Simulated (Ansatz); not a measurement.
**Geometry relaxation, with input and output: Al3N (part 2 of 2)**

The same run, continued: Al3N (P6/mmm, 4 atoms in the cell); DFT PBE, scalar-relativistic, plane waves, PAW, no spin polarisation (Ansatz 0.2.0); cutoff 420 eV, 6×6×4 k-mesh, Gaussian smearing of 0.1 eV. The structure was made by swapping elements on the sites of another compound; it need not be a known phase. It belongs to a series of runs on one base structure; here: Li3N type (P6/mmm, No. 191).

Geometry of the input (Å; fractional positions):
```
3.9089  0.0000  0.0000
-1.9544  3.3852  0.0000
0.0000  0.0000  4.1254
Al 0.0000  0.0000  0.5000
Al 0.3333  0.6667  0.0000
Al 0.6667  0.3333  0.0000
N  0.0000  0.0000  0.0000
```

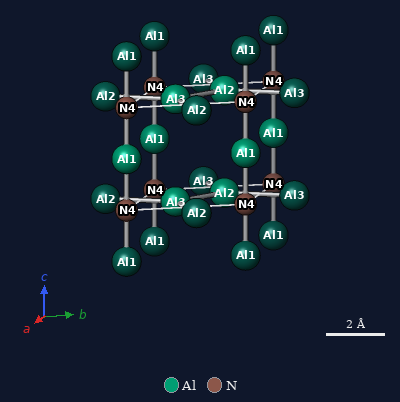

The geometry at step 4 of the log (ball-and-stick view of the cell of the calculation, seen slightly off an axis; neighbours outside the cell are drawn fainter; atoms are numbered from 1 in the order of the input).

Log, continued:
```
relax step   8: F+E_penalty+E_count = -1994.56493860 eV  Δ(F+E_penalty+E_count) = -1.096e-1 eV  max|allowed force component| = 1.897e-16 eV/Å  Δτ_max = 0.0000 Å  P = +1.711 GPa  Ω = 64.164 Å³  stress off target by 2.44e0 GPa  SCF on the basis re-selected at this cell (its energy is not comparable with the rows above)  (6 SCF iters)
basis re-selected at this cell: Δ(F+E_penalty+E_count) = -1.096e-1 eV, ΔP = +1.602 GPa vs the last step (what re-selecting the basis moved, of the pressure what is left beyond the Pulay correction that the steps carried, after the strain that the cell walked since its last selection, with what the two solves' SCF thresholds leave and, on support functions, any second-order correction that the steps lacked; it is no measure of the basis error at this ecutwfc). The dense FFT grid was sized anew with the basis: this SCF ran on 32×32×24 points, the steps before it on 27×27×30, so part of this shift can come from that change (see relax.cell in the input reference). This SCF's stress stands 2.44e0 GPa from its target on what of the cell is left free (relax.cell.stress_tol is 4.00e-1 GPa) and its largest allowed force component is 1.90e-16 eV/Å (relax.f_tol is 4.00e-2 eV/Å): not within both, so this SCF does not close the relaxation
Crystal: 4 atoms, lattice volume = 65.677 Å³
Basis set: ecut = 420 eV, 1289 PW (Γ), exchange–correlation on 64×64×48 points (8 copies of the dense FFT grid, shifted against one another)
iter 1 solved again at ethr=1.46e-5 eV; its pass at ethr=3.10e-3 eV (dr2=2.04e-3 eV) is discarded
SCF iter   1: F=—  HF=-1994.578246 eV  |F-HF|=—  |Δ(HF+E_count)|=         —  Δρ=1.38e-3  dr2=2.17e-3  ethr=1.46e-5  ⟨swp⟩=1.3  Hψ=1716  notcnv=0
preconditioner: auto → none  [metal: Δε(μ)=0.068 eV  Ē_g=8.025 eV  σ=0.100 eV  W_gap=0.33  n_scr=8 (ndim 8)  ℏωp=17.1 eV  f_vac=0.000  D(μ)=2.27/eV (n_scr^D=20)]
SCF iter   2: F=—  HF=-1994.577689 eV  |F-HF|=—  |Δ(HF+E_count)|=   5.57e-4  Δρ=4.64e-4  dr2=2.28e-4  ethr=1.46e-5  ⟨swp⟩=1.2  Hψ=253  notcnv=0
SCF iter   3: F=—  HF=-1994.578065 eV  |F-HF|=—  |Δ(HF+E_count)|=   3.76e-4  Δρ=6.98e-5  dr2=1.33e-6  ethr=1.63e-6  ⟨swp⟩=2.0  Hψ=325  notcnv=0
iter 4 did not close the SCF: its close was put off for the readings that it lacked (scf_convergence_deferred on its scf_iter line)
SCF iter   4: F=-1994.578065 eV  HF=-1994.578065 eV  |F-HF|=5.23e-9  |Δ(HF+E_count)|=   3.75e-7  Δρ=8.90e-6  dr2=3.17e-8  ethr=9.53e-9  ⟨swp⟩=2.6  Hψ=383  notcnv=0
iter 5 did not close the SCF: its close was put off for the readings that it lacked (scf_convergence_deferred on its scf_iter line)
SCF iter   5: F=-1994.578065 eV  HF=-1994.578065 eV  |F-HF|=5.33e-10  |Δ(HF+E_count)|=   7.56e-9  Δρ=1.29e-6  dr2=6.63e-10  ethr=2.26e-10  ⟨swp⟩=2.3  Hψ=377  notcnv=0
SCF iter   6: F=-1994.578065 eV  HF=-1994.578065 eV  |F-HF|=9.09e-12  |Δ(HF+E_count)|=  6.14e-10  Δρ=2.53e-7  dr2=2.44e-11  ethr=4.74e-12  ⟨swp⟩=1.0  Hψ=702  notcnv=0
SCF 9 converged in 6 iterations: F = -1994.578065 eV  dr2 = 2.44e-11
relax step   9: F+E_penalty+E_count = -1994.57806499 eV  Δ(F+E_penalty+E_count) = -1.313e-2 eV  max|allowed force component| = 2.452e-16 eV/Å  Δτ_max = 0.0000 Å  P = +0.373 GPa  Ω = 65.677 Å³  energy of the carried Pulay correction = -1.824e-3 eV  (6 SCF iters, dr2 threshold 4.00e-7 eV, accepted)
Crystal: 4 atoms, lattice volume = 66.202 Å³
iter 1 solved again at ethr=3.84e-6 eV; its pass at ethr=3.10e-3 eV (dr2=5.38e-4 eV) is discarded
SCF iter   1: F=—  HF=-1994.578350 eV  |F-HF|=—  |Δ(HF+E_count)|=         —  Δρ=6.91e-4  dr2=5.63e-4  ethr=3.84e-6  ⟨swp⟩=2.3  Hψ=1656  notcnv=0
preconditioner: auto → none  [metal: Δε(μ)=0.075 eV  Ē_g=7.992 eV  σ=0.100 eV  W_gap=0.38  n_scr=8 (ndim 8)  ℏωp=17.1 eV  f_vac=0.000  D(μ)=2.37/eV (n_scr^D=20)]
SCF iter   2: F=—  HF=-1994.578237 eV  |F-HF|=—  |Δ(HF+E_count)|=   1.13e-4  Δρ=2.03e-4  dr2=5.17e-5  ethr=3.84e-6  ⟨swp⟩=1.2  Hψ=247  notcnv=0
SCF iter   3: F=—  HF=-1994.578667 eV  |F-HF|=—  |Δ(HF+E_count)|=   4.30e-4  Δρ=3.54e-5  dr2=5.42e-7  ethr=3.69e-7  ⟨swp⟩=1.9  Hψ=321  notcnv=0
iter 4 did not close the SCF: its close was put off for the readings that it lacked (scf_convergence_deferred on its scf_iter line)
SCF iter   4: F=-1994.578667 eV  HF=-1994.578667 eV  |F-HF|=1.28e-8  |Δ(HF+E_count)|=   5.15e-8  Δρ=6.69e-6  dr2=2.41e-8  ethr=3.87e-9  ⟨swp⟩=2.5  Hψ=368  notcnv=0
iter 5 did not close the SCF: its close was put off for the readings that it lacked (scf_convergence_deferred on its scf_iter line)
SCF iter   5: F=-1994.578667 eV  HF=-1994.578667 eV  |F-HF|=1.52e-11  |Δ(HF+E_count)|=   1.65e-9  Δρ=7.75e-7  dr2=3.64e-10  ethr=1.72e-10  ⟨swp⟩=2.4  Hψ=369  notcnv=0
SCF iter   6: F=-1994.578667 eV  HF=-1994.578667 eV  |F-HF|=6.59e-12  |Δ(HF+E_count)|=  1.20e-10  Δρ=1.55e-7  dr2=1.00e-11  ethr=2.60e-12  ⟨swp⟩=1.0  Hψ=690  notcnv=0
SCF 10 converged in 6 iterations: F = -1994.578667 eV  dr2 = 1.00e-11
relax step  10: F+E_penalty+E_count = -1994.57866659 eV  Δ(F+E_penalty+E_count) = -6.016e-4 eV  max|allowed force component| = 1.804e-16 eV/Å  Δτ_max = 0.0000 Å  P = +0.002 GPa  Ω = 66.202 Å³  energy of the carried Pulay correction = -2.536e-3 eV  (6 SCF iters, dr2 threshold 4.00e-7 eV, accepted)
iter 1 solved again at ethr=1.01e-7 eV; its pass at ethr=3.10e-3 eV (dr2=1.41e-5 eV) is discarded
SCF iter   1: F=—  HF=-1994.580913 eV  |F-HF|=—  |Δ(HF+E_count)|=         —  Δρ=1.18e-4  dr2=1.57e-6  ethr=1.01e-7  ⟨swp⟩=2.9  Hψ=2235  notcnv=0
preconditioner: auto → none  [metal: Δε(μ)=0.066 eV  Ē_g=7.988 eV  σ=0.100 eV  W_gap=0.33  n_scr=8 (ndim 8)  ℏωp=17.1 eV  f_vac=0.000  D(μ)=2.40/eV (n_scr^D=20)]
SCF iter   2: F=—  HF=-1994.581360 eV  |F-HF|=—  |Δ(HF+E_count)|=   4.47e-4  Δρ=5.60e-5  dr2=2.73e-7  ethr=1.12e-8  ⟨swp⟩=2.0  Hψ=370  notcnv=0
SCF iter   3: F=—  HF=-1994.581362 eV  |F-HF|=—  |Δ(HF+E_count)|=   1.25e-6  Δρ=6.70e-6  dr2=4.97e-9  ethr=1.95e-9  ⟨swp⟩=2.0  Hψ=366  notcnv=0
iter 4 did not close the SCF: its close was put off for the readings that it lacked (scf_convergence_deferred on its scf_iter line)
SCF iter   4: F=-1994.581362 eV  HF=-1994.581362 eV  |F-HF|=5.38e-10  |Δ(HF+E_count)|=   2.06e-8  Δρ=1.17e-6  dr2=1.92e-10  ethr=3.55e-11  ⟨swp⟩=2.0  Hψ=361  notcnv=0
iter 5 did not close the SCF: its close was put off for the readings that it lacked (scf_convergence_deferred on its scf_iter line)
SCF iter   5: F=-1994.581362 eV  HF=-1994.581362 eV  |F-HF|=4.32e-12  |Δ(HF+E_count)|=  5.70e-10  Δρ=1.39e-7  dr2=3.96e-12  ethr=1.37e-12  ⟨swp⟩=2.0  Hψ=361  notcnv=0
SCF iter   6: F=-1994.581362 eV  HF=-1994.581362 eV  |F-HF|=4.55e-13  |Δ(HF+E_count)|=  4.77e-12  Δρ=1.63e-8  dr2=1.00e-13  ethr=1.00e-12  ⟨swp⟩=1.0  Hψ=546  notcnv=0
SCF 11 converged in 6 iterations: F = -1994.581362 eV  dr2 = 1.00e-13
relax step  11: F+E_penalty+E_count = -1994.58136161 eV  Δ(F+E_penalty+E_count) = -2.695e-3 eV  max|allowed force component| = 1.064e-16 eV/Å  Δτ_max = 0.0000 Å  P = +0.011 GPa  Ω = 66.202 Å³  stress off target by 1.39e-1 GPa  SCF on the basis re-selected at this cell (its energy is not comparable with the rows above)  (6 SCF iters)
```

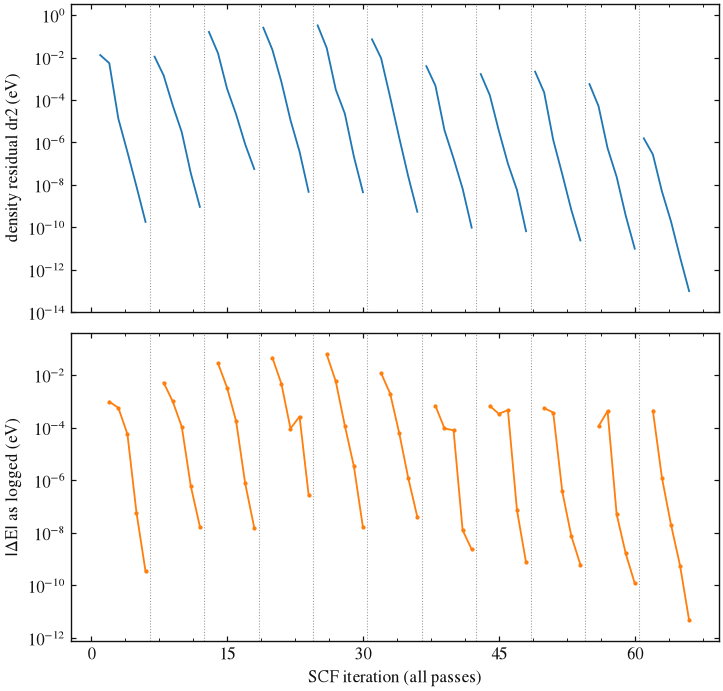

Convergence of the self-consistent field: density residual dr2 and size of the energy change against the SCF iteration. The dotted lines part the SCF passes of the relaxation: geometry steps, rejected trials and re-solves on a re-selected basis. The 11 passes take 6 iterations each, 66 in all.

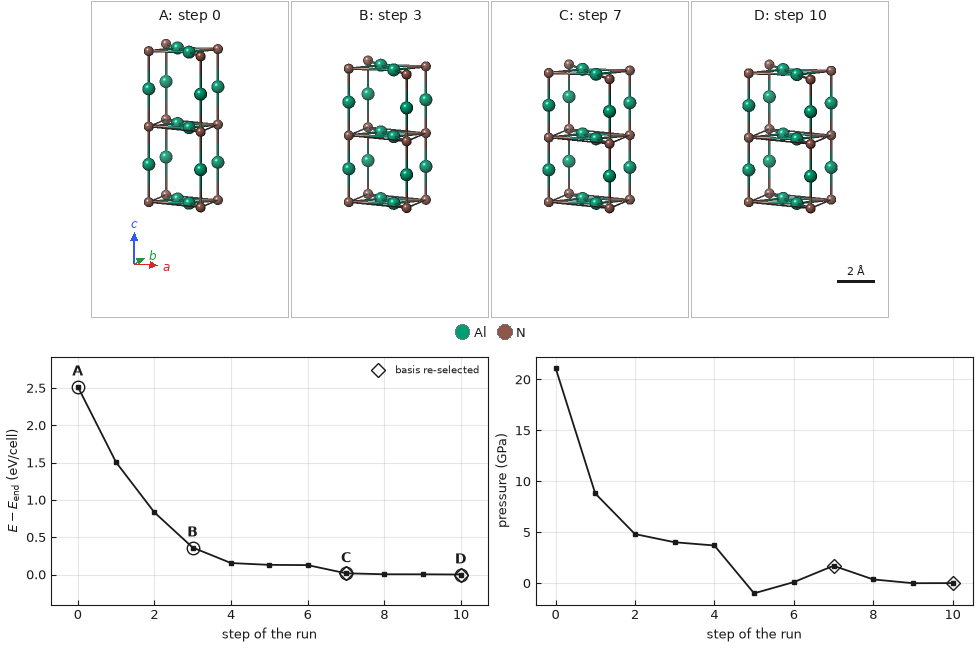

Frames of the relaxation (ball-and-stick view of the cell of the calculation, repeated 1 × 1 × 2, seen slightly off an axis) above the curves, on which the letters mark them (the first geometry is step 0 here and step 1 in the log).

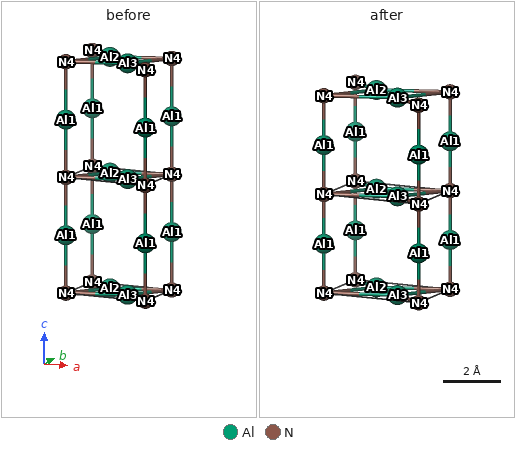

Before (left) and after (right) the relaxation, at one scale (ball-and-stick view of the cell of the calculation, repeated 1 × 1 × 2, seen slightly off an axis). The energy falls by 2.516 eV per cell of the calculation in 8 geometry steps. All forces vanish by symmetry, so only the cell relaxes. Pressure: 21.15 GPa at the start and 0.01 GPa at the end. 1 further SCF at an unchanged geometry re-selected the plane-wave basis for the new cell. No atom moves by more than 0.005 Å relative to the cell. The volume changes by +21.3 %, with a = b 3.909 → 4.661 Å (+19.2 %), c 4.125 → 3.519 Å (−14.7 %). Distances before and after: Al2–N4 2.257 → 2.691 Å, Al2–Al3 2.257 → 2.691 Å, Al1–N4 2.063 → 1.760 Å. The space group stays P6/mmm (No. 191). The energy change given includes the shifts at the re-selections in mid-walk, which come without any move. A last SCF at the same geometry on a re-selected plane-wave basis shifts the energy by −2.7 meV per cell of the calculation. (Atoms are counted from 1 in the order of the input.)

```
basis re-selected at this cell: Δ(F+E_penalty+E_count) = -2.695e-3 eV, ΔP = +0.009 GPa vs the last step (what re-selecting the basis moved, of the pressure what is left beyond the Pulay correction that the steps carried, after the strain that the cell walked since its last selection, with what the two solves' SCF thresholds leave and, on support functions, any second-order correction that the steps lacked; it is no measure of the basis error at this ecutwfc). This SCF's stress stands 1.39e-1 GPa from its target on what of the cell is left free (relax.cell.stress_tol is 4.00e-1 GPa) and its largest allowed force component is 1.06e-16 eV/Å (relax.f_tol is 4.00e-2 eV/Å): within both
SCF converged after 6 iterations
Free energy (F): -1994.581362 eV
Harris-Foulkes:  -1994.581362 eV  (|F-HF|=4.55e-13)
Internal energy: -1994.569344 eV  (E = F + TS)
E sigma→0 (E₀):  -1994.575353 eV
Entropy (-TS):   -0.012018 eV (-3.004 meV/atom)
Fermi energy:    6.357294 eV
--- Per-component energies (eV) ---
  E_band       = 10.144193
  E_kinetic    = 194.861484
  E_local      = -320.220993  (includes V_loc(G=0)·N_el)
  E_nonlocal   = 77.813976
  E_hartree    = 123.606208
  E_xc         = -176.810119
  E_vxc        = -159.910474  (∫ρ·V_xc dr)
  E_paw        = -1528.775724  (= ΣΔE_a)
  E_vpaw       = -29.612303  (= ΣTr[D̂ρ^β])
  E_aug_tail   = 0.000085  (compensation charges beyond the density's cutoff)
  E_ewald      = -365.044260
  E_smearing   = -0.012018  (= −TS)
  E_closure    = -0.000000  (closes the sum)
  Σ components = -1994.581362   (vs F -1994.581362, Δ=0.00e0)
--- Forces (eV/Å), atoms counted from 1 ---
  atom   1  Al     0.00000000     0.00000000     0.00000000
  atom   2  Al    -0.00000000    -0.00000000     0.00000000
  atom   3  Al     0.00000000     0.00000000    -0.00000000
  atom   4  N      0.00000000    -0.00000000     0.00000000
  max |Σ_I F_I| component: 1.85e-17 eV/Å
--- Stress (GPa, compression-positive) ---
        0.086351       0.000000       0.000000
        0.000000       0.086351      -0.000000
        0.000000      -0.000000      -0.139368
  P = ⅓ Tr σ = 0.0111 GPa (0.111 kbar)
--- Band table (eV; the first three rows and the last of 21) ---
  k-point 0: bands = ["-9.3793", "-0.5614", "1.0620", "1.6710", "1.6710", "5.3815", "5.3815", "6.5686", "7.9161", "10.0481", "11.2535"]
  k-point 1: bands = ["-9.1064", "-0.9184", "0.8040", "1.9898", "1.9898", "5.9471", "5.9471", "6.0165", "7.2921", "9.6850", "9.6850"]
  k-point 2: bands = ["-8.7903", "-1.7396", "1.5463", "2.3845", "2.3845", "4.1543", "6.8669", "6.8669", "8.3599", "8.3599", "9.2707"]
  k-point 20: bands = ["-8.6468", "-1.1637", "0.4838", "0.4838", "3.8927", "3.8927", "6.1287", "6.1287", "6.7244", "8.2635", "11.5010"]
--- Relaxed structure (9 steps of the walk, 9 accepted, 2 SCFs on fresh bases) ---
  F+E_penalty+E_count = -1994.58136161 eV   max|allowed force component| = 1.064e-16 eV/Å   (the final SCF, on the basis selected at the relaxed cell)
  cell:  # Å, volume = 66.2019 Å³
    - [4.660658691812909, -1.058417853559098e-33, -2.646044633897745e-34]
    - [-2.3303293459064545, 4.036248825478728, -7.413481071968592e-34]
    - [-1.3963127640850812e-34, -1.0646884826148746e-33, 3.5192117324226695]
  atoms:
    - { symbol: Al, position: [6.3444972378094485e-34, 2.9631700926606644e-34, 0.49999999999999994] }
    - { symbol: Al, position: [0.3333333333333333, 0.6666666666666667, -1.8368352906179602e-34] }
    - { symbol: Al, position: [0.6666666666666667, 0.3333333333333333, -3.772297709854358e-34] }
    - { symbol: N, position: [2.7871404661763e-35, -3.7691523578643652e-34, 2.80912553545735e-34] }
```

Trajectory as extended XYZ (Å, eV, eV/Å), 11 frames, from step=1 to step=11:
```
4
Lattice="3.9089 0.0000 0.0000 -1.9544 3.3852 0.0000 0.0000 0.0000 4.1254" Properties=species:S:1:pos:R:3:forces:R:3 step=1 energy=-1992.06230 pressure_GPa=21.15
Al    0.0000    0.0000    2.0627    0.0000   0.0000   0.0000
Al    0.0000    2.2568    0.0000    0.0000   0.0000   0.0000
Al    1.9544    1.1284    0.0000    0.0000   0.0000   0.0000
N     0.0000    0.0000    0.0000    0.0000   0.0000   0.0000
4
Lattice="4.0994 0.0000 0.0000 -2.0497 3.5502 0.0000 0.0000 0.0000 4.0436" Properties=species:S:1:pos:R:3:forces:R:3 step=2 energy=-1993.07699 pressure_GPa=8.81
Al    0.0000    0.0000    2.0218    0.0000   0.0000   0.0000
Al    0.0000    2.3668    0.0000    0.0000   0.0000   0.0000
Al    2.0497    1.1834    0.0000    0.0000   0.0000   0.0000
N     0.0000    0.0000    0.0000    0.0000   0.0000   0.0000
4
Lattice="4.2427 0.0000 0.0000 -2.1214 3.6743 0.0000 0.0000 0.0000 3.8420" Properties=species:S:1:pos:R:3:forces:R:3 step=3 energy=-1993.74848 pressure_GPa=4.82
Al    0.0000    0.0000    1.9210    0.0000   0.0000   0.0000
Al    0.0000    2.4495    0.0000    0.0000   0.0000   0.0000
Al    2.1214    1.2248    0.0000    0.0000   0.0000   0.0000
N     0.0000    0.0000    0.0000    0.0000   0.0000   0.0000
4
Lattice="4.3599 0.0000 0.0000 -2.1800 3.7758 0.0000 0.0000 0.0000 3.6450" Properties=species:S:1:pos:R:3:forces:R:3 step=4 energy=-1994.21989 pressure_GPa=4.02
Al    0.0000    0.0000    1.8225    0.0000   0.0000   0.0000
Al    0.0000    2.5172    0.0000    0.0000   0.0000   0.0000
Al    2.1800    1.2586    0.0000    0.0000   0.0000   0.0000
N     0.0000    0.0000    0.0000    0.0000   0.0000   0.0000
4
Lattice="4.5554 0.0000 0.0000 -2.2777 3.9451 0.0000 0.0000 0.0000 3.4669" Properties=species:S:1:pos:R:3:forces:R:3 step=5 energy=-1994.42773 pressure_GPa=3.70
Al    0.0000    0.0000    1.7334    0.0000   0.0000   0.0000
Al    0.0000    2.6301    0.0000    0.0000   0.0000   0.0000
Al    2.2777    1.3150    0.0000    0.0000   0.0000   0.0000
N     0.0000    0.0000    0.0000    0.0000   0.0000   0.0000
4
Lattice="4.5920 0.0000 0.0000 -2.2960 3.9768 0.0000 0.0000 0.0000 3.5478" Properties=species:S:1:pos:R:3:forces:R:3 step=6 energy=-1994.45213 pressure_GPa=-0.99
Al    0.0000    0.0000    1.7739    0.0000   0.0000   0.0000
Al    0.0000    2.6512    0.0000    0.0000   0.0000   0.0000
Al    2.2960    1.3256    0.0000    0.0000   0.0000   0.0000
N     0.0000    0.0000    0.0000    0.0000   0.0000   0.0000
4
Lattice="4.5831 0.0000 0.0000 -2.2916 3.9691 0.0000 0.0000 0.0000 3.5272" Properties=species:S:1:pos:R:3:forces:R:3 step=7 energy=-1994.45530 pressure_GPa=0.11
Al    0.0000    0.0000    1.7636    0.0000   0.0000   0.0000
Al    0.0000    2.6461    0.0000    0.0000   0.0000   0.0000
Al    2.2916    1.3230    0.0000    0.0000   0.0000   0.0000
N     0.0000    0.0000    0.0000    0.0000   0.0000   0.0000
4
Lattice="4.5831 0.0000 0.0000 -2.2916 3.9691 0.0000 0.0000 0.0000 3.5272" Properties=species:S:1:pos:R:3:forces:R:3 step=8 energy=-1994.56494 pressure_GPa=1.71
Al    0.0000    0.0000    1.7636    0.0000   0.0000   0.0000
Al    0.0000    2.6461    0.0000    0.0000   0.0000   0.0000
Al    2.2916    1.3230    0.0000    0.0000   0.0000   0.0000
N     0.0000    0.0000    0.0000    0.0000   0.0000   0.0000
4
Lattice="4.6397 0.0000 0.0000 -2.3198 4.0181 0.0000 0.0000 0.0000 3.5230" Properties=species:S:1:pos:R:3:forces:R:3 step=9 energy=-1994.57806 pressure_GPa=0.37
Al    0.0000    0.0000    1.7615    0.0000   0.0000   0.0000
Al    0.0000    2.6787    0.0000    0.0000   0.0000   0.0000
Al    2.3198    1.3394    0.0000    0.0000   0.0000   0.0000
N     0.0000    0.0000    0.0000    0.0000   0.0000   0.0000
4
Lattice="4.6607 0.0000 0.0000 -2.3303 4.0362 0.0000 0.0000 0.0000 3.5192" Properties=species:S:1:pos:R:3:forces:R:3 step=10 energy=-1994.57867 pressure_GPa=0.00
Al    0.0000    0.0000    1.7596    0.0000   0.0000   0.0000
Al    0.0000    2.6908    0.0000    0.0000   0.0000   0.0000
Al    2.3303    1.3454    0.0000    0.0000   0.0000   0.0000
N     0.0000    0.0000    0.0000    0.0000   0.0000   0.0000
4
Lattice="4.6607 0.0000 0.0000 -2.3303 4.0362 0.0000 0.0000 0.0000 3.5192" Properties=species:S:1:pos:R:3:forces:R:3 step=11 energy=-1994.58136 pressure_GPa=0.01
Al    0.0000    0.0000    1.7596    0.0000   0.0000   0.0000
Al    0.0000    2.6908    0.0000    0.0000   0.0000   0.0000
Al    2.3303    1.3454    0.0000    0.0000   0.0000   0.0000
N     0.0000    0.0000    0.0000    0.0000   0.0000   0.0000
```
